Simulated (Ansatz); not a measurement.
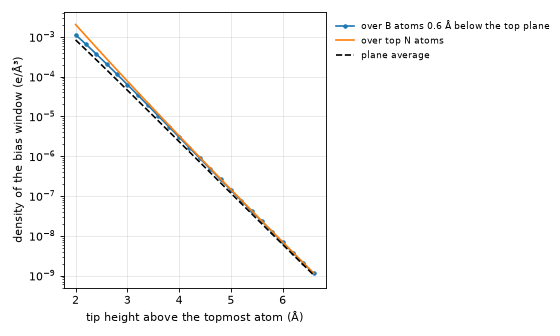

Approach curves over BN(012) (R3m bulk, the cell from a database of computed structures, not from a measurement, 12 atomic planes (those closer than 0.6 Å count as one), 11 Å, N-terminated) at a sample bias of +0.25 V.

Images follow the Tersoff–Hamann model: the current is the local density of the sample's states between the Fermi level and the bias, at the tip's centre. Bias windows are sharp sums over the levels of the k mesh.

Method: DFT PBE, scalar-relativistic, plane waves, PAW (Ansatz 0.2.0). Cutoff 420 eV, 34 × 23 k-points, Gaussian smearing 0.05 eV, dipole correction. The slab is a cut without reconstruction beyond its cell, at the source's lattice constants, with its lower half held fixed and the rest relaxed. Its faces differ (N on top, B below), so the slab is asymmetric; states at the Fermi level may come from the unlike faces. No spin polarisation. The run couldn't confirm all of its levels under its output density. The run warns that the functional's potential is rough in the thin density of the vacuum, where the tip is; weak contrasts and barriers may feel it.

How fast does the current decay, and what apparent barrier height does that imply?

Near 4 Å the plane average falls as exp(−2.98 z/Å), a factor of 20 per ångström, which gives an apparent barrier of 8.5 eV (0.952 eV Å² times the slope squared). The vacuum level lies 7.72 eV above zero bias. The upper edge of the window lies 7.47 eV under it. The apparent barrier is above 7.47 eV. The value exceeds even the 7.72 eV between the vacuum level and the deepest states of the window, so their depth alone doesn't explain it. States away from the zone centre decay faster, since their momentum along the surface adds to the barrier, and that may account for the rest.
